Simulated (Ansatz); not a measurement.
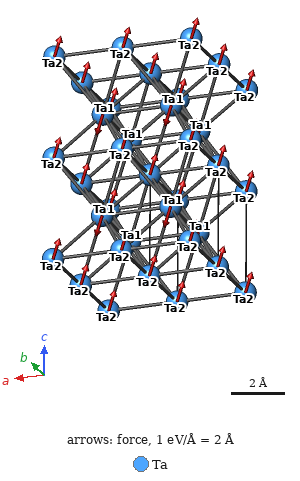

Starting geometry of a crystal of Ta (set up in P-1) with the computed forces as red arrows. The picture is a ball-and-stick view of the cell of the calculation, repeated 2 × 2 × 2 with one cell outlined, seen from a free direction.

The run lets cell and atoms move, from this start: all atoms moved at random, sigma 0.05 A a component, cell strained at random, sigma 0.03.

These are results of Kohn-Sham DFT of a periodic cell, r2SCAN, Ansatz PAW in Ansatz, not measurements.

The input:
```yaml
crystal:
  lattice:
    - [-0.00984848, -2.0291444, -1.97738064]
    - [0.04673312, 2.13774241, -2.08597866]
    - [4.09116346, 0.05658161, -0.03688464]
  atoms:
    - { symbol: Ta, position: [0.49314463, 0.50522164, 0.50409321] }
    - { symbol: Ta, position: [0.00685537, 0.99477836, 0.99590679] }
hamiltonian:
  xc: r2scan
  pseudopotentials: { kind: paw }
kpoints:
  mp_grid: { grid: [9, 9, 7] }
scf:
  occupations: { method: fermi_dirac, width: 0.05 }
output:
  forces: true
  stress: true
  eigenvalues: true
  write_density: true
  write_potential: true
  elf: true
  volumetric_format: npy
relax:
  f_tol: 0.01
  max_steps: 40
  cell: { stress_tol: 0.05 }
```

Launched with:
```bash
ansatz run input.yaml --threads 2 --pin off --max-ram 5632MiB --backend cpu --events-out ev --progress --plain --runs-dir out
```

Is this structure relaxed? If not, where do the atoms go?

Answer. It isn't relaxed: the largest force vector, on Ta atoms, is 0.45 eV/Å. The atoms end up moving mostly along the starting forces (cosine between the two patterns 0.96). After 10 accepted moves (12 points after the start) the energy has fallen by 317 meV per atom. The largest force component goes from 0.35 to under 0.0001 eV/Å. Pressure: 16.60 GPa at the start and 0.01 GPa at the end. At 2 points the geometry stayed and the basis and grid were re-selected for the new cell (energy shift of 1.1 meV per atom at most each time). The largest moves relative to the cell, 0.034 Å, are those of Ta1 and Ta2. Ta1 goes roughly along [2 −1 −1]. The volume changes by +4.6 %, with a 2.833 → 2.863 Å (+1.1 %), b 2.987 → 2.863 Å (−4.1 %), c 4.092 → 4.677 Å (+14.3 %), α 88.2° → 90.0°, β 90.4° → 90.0°, γ 91.4° → 109.2°. Some distances before and after: Ta1–Ta1 4.065 → 3.316 Å, Ta1–Ta2 2.868 → 3.304 Å, Ta1–Ta2 (another image) 2.893 → 3.304 Å, Ta1–Ta2 (another image) 3.021 → 3.304 Å. The space group (tolerance 0.01 Å) goes from P-1 (No. 2) to I4/mmm (No. 139).
